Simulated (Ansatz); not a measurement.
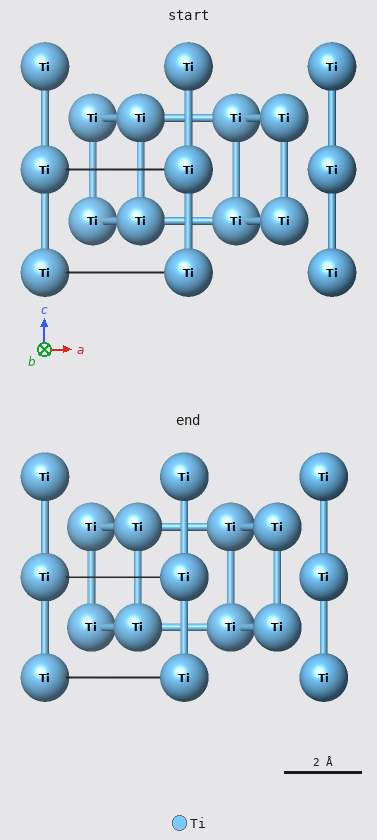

The structure of crystalline Ti (set up in P6/mmm) before (top) and after (bottom) a relaxation, at one scale.

The picture is a ball-and-stick view of the cell of the calculation, repeated 2 × 1 × 2 with one cell outlined, seen along the b axis.

Case: relaxed at 35 GPa.

Theory: DFT PBEsol, scalar-relativistic, plane waves, PAW (Ansatz).

Input
```yaml
crystal:
  lattice:
    - [4.3340026406, 0.0, 0.0]
    - [-2.1670013203, 3.7533563868, 0.0]
    - [0.0, 0.0, 2.6936550711]
  atoms:
    - { symbol: Ti, position: [0.0, 0.0, 0.0] }
    - { symbol: Ti, position: [0.3333333333, 0.6666666667, 0.5] }
    - { symbol: Ti, position: [0.6666666667, 0.3333333333, 0.5] }
basis:
  ecutwfc: 420
kpoints:
  mp_grid: { grid: [12, 12, 14] }
hamiltonian:
  xc: pbesol
scf:
  occupations: { method: fermi_dirac, width: 0.15 }
output:
  forces: true
  stress: true
  eigenvalues: true
relax:
  adjacent_minimum: "off"
  f_tol: 0.001
  max_steps: 60
  cell: { stress_tol: 0.02, p_target: 35.0 }
```

Command:
```bash
ansatz run input.yaml --threads 1 --pin off --max-ram 3072MiB --backend cpu --events-out ev --progress --plain --runs-dir out
```

Q: What changed between the two?

A: Over 4 accepted moves (5 points after the start) the energy rises by 0.574 eV per cell of the calculation. With the target pressure of 35 GPa, the enthalpy E + pV changes by −0.198 eV per cell of the calculation. All forces vanish by symmetry, so only the cell relaxes. Pressure: 18.01 GPa at the start and 35.01 GPa at the end. At 1 point the geometry stayed and the basis and grid were re-selected for the new cell (energy shift of 0.6 meV per cell of the calculation at most each time). The atoms keep their places relative to the cell (all moves are under 0.005 Å). Cell: a = b 4.334 → 4.209 Å (−2.9 %), c 2.694 → 2.625 Å (−2.5 %). Volume −8.1 %. Near-neighbour distances that change, for instance: Ti1–Ti2 2.842 → 2.762 Å, Ti2–Ti3 2.502 → 2.430 Å, Ti1–Ti1 2.694 → 2.625 Å. The space group stays P6/mmm (No. 191). The run took 39 s on 1 thread of Intel(R) Xeon(R) Platinum 8488C (Sapphire Rapids), with other jobs on the host, peak memory 0.49 GiB.
